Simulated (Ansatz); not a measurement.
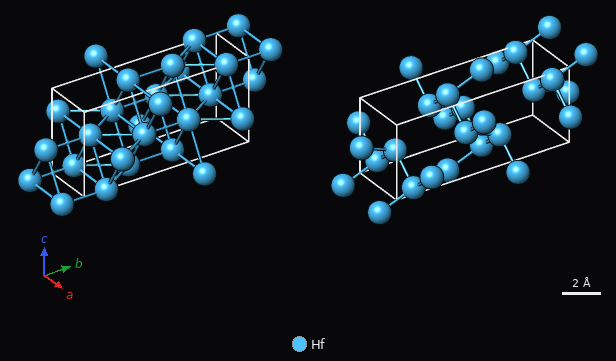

Two geometries of solid Hf (built on the black phosphorus_64 type) (coarse preliminary run), drawn at one scale. One is the start of a relaxation, the other its converged end. The picture is a ball-and-stick view of the conventional cell (2 times the calculation's cell), seen from a free direction. Lengths and directions refer to the drawn axes.

Computed with DFT PBEsol, scalar-relativistic, plane waves, PAW (Ansatz). (plane-wave cutoff 420 eV; k-point mesh 6 × 6 × 4; occupations gaussian; smearing width 0.1 eV; no spin polarisation; cell and atoms relaxed; force threshold 0.04 eV/Å; at most 70 steps)

Question: Which geometry has the lower energy?

Answer: The left one is the relaxed one. Case: black phosphorus type (Cmce, No. 64). The energy falls by 2622 meV per atom in 7 accepted moves (8 points after the start). Largest force component: 5.3 eV/Å at the start, 0.023 eV/Å at the end. Pressure: 19.11 GPa at the start and 0.01 GPa at the end. At 1 point the geometry stayed and the basis and grid were re-selected for the new cell (energy shift of 0.3 meV per atom at most each time). The largest moves relative to the cell, 0.62 Å, are those of Hf atoms. The volume changes by −5.5 %, with a 3.540 → 3.120 Å (−11.9 %), b 11.230 → 10.693 Å (−4.8 %), c 4.685 → 5.277 Å (+12.6 %). Among the contacts that change: Hf–Hf 3.937 → 2.920 Å, Hf–Hf 2.320 → 3.065 Å, Hf–Hf 3.644 → 3.065 Å, Hf–Hf 2.357 → 2.878 Å. New bonds form: Hf–Hf (3.94 → 2.92 Å). Bond angles that change, for instance: Hf–Hf–Hf 99.5° → 61.2°, Hf–Hf–Hf 103.4° → 90.0°. The space group (tolerance 0.01 Å) goes from Cmce (No. 64) to Fmmm (No. 69).
